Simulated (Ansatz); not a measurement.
A periodic structure is given below.

```cif
data_structure
_symmetry_space_group_name_H-M 'P 3 m 1'
_symmetry_Int_Tables_number 156
_cell_length_a 3.0941
_cell_length_b 3.0941
_cell_length_c 10.3793
_cell_angle_alpha 90.000
_cell_angle_beta 90.000
_cell_angle_gamma 120.000
_cell_volume 86.05
loop_
_atom_site_label
_atom_site_type_symbol
_atom_site_symmetry_multiplicity
_atom_site_Wyckoff_symbol
_atom_site_fract_x
_atom_site_fract_y
_atom_site_fract_z
_atom_site_occupancy
Si1 Si 1 b 0.33333 0.66667 0.09178 1
Si2 Si 1 c 0.66667 0.33333 0.57974 1
Si3 Si 1 a 0.00000 0.00000 0.82377 1
Si4 Si 1 a 0.00000 0.00000 0.33581 1
C1 C 1 b 0.33333 0.66667 0.88419 1
C2 C 1 c 0.66667 0.33333 0.39623 1
C3 C 1 a 0.00000 0.00000 0.64083 1
C4 C 1 a 0.00000 0.00000 0.15287 1
```

**Summarise the structure in words.**

Its composition is SiC. Symmetry: P3m1 (No. 156), primitive hexagonal lattice. In the cell are 4 Si, 4 C, which makes 4 formula units. Within bonding distance, the neighbour counts come to Si 4 and C 4.

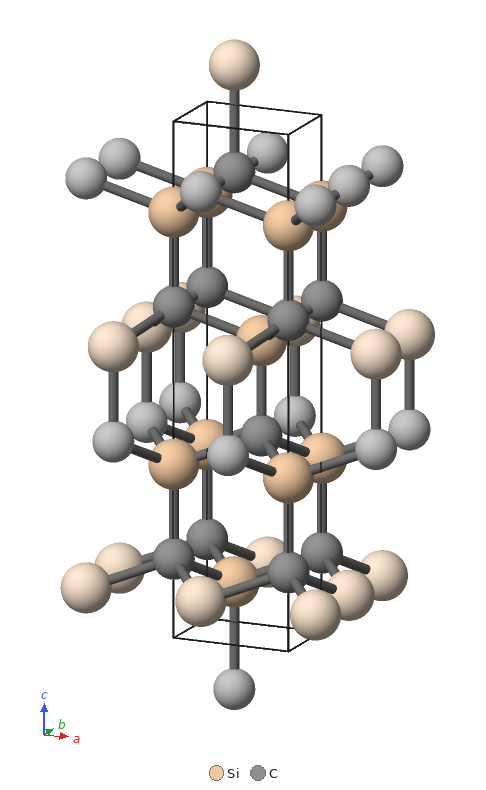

The crystal in a ball-and-stick representation, seen slightly off an axis. The lines enclose the conventional unit cell; boundary atoms appear with their images. The bonded neighbours beyond the faces are included, in fainter colours. Colours: silicon light orange, carbon grey.

The structure comes from a structure listed in the Materials Project. The cell was then strained or its atoms displaced on purpose. It was run through Ansatz as a DFT input.

At this level of theory the run's own cell isn't at rest (forces up to 1.9 eV/Å), so its distances can differ from those at equilibrium, the more so the softer the solid.
